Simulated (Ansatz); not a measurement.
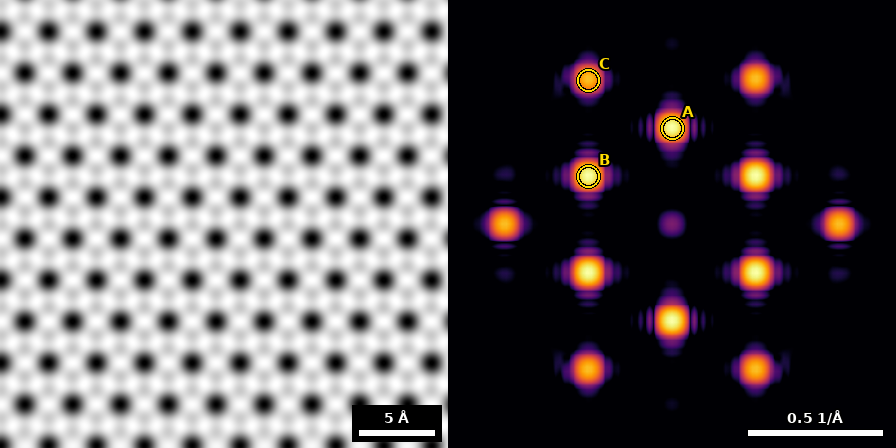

HRTEM-like image of a crystal. Simulated in the weak-phase-object approximation with neutral-atom potentials: 80 kV, Cs = 40 µm, defocus −155 Å (negative is underfocus), defocus spread 15 Å, aperture 0.65 1/Å.

The right panel is the modulus of the image's Fourier transform on a logarithmic scale.

Which lattice spacings do the marked spots stand for, and what angle do A and B enclose?

A: 2.8 Å, B: 2.8 Å, C: 1.6 Å; A and B enclose about 60°.

The crystal is Hg (P6/mmm, No. 191) along [001]; the spots are (-1 1 0), (-1 0 0) and (-2 1 0). Structure: the geometry relaxed with DFT r2SCAN, scalar-relativistic, plane waves, PAW (Ansatz 0.2.0); the starting structure was generated, so it need not be a known form of this composition.
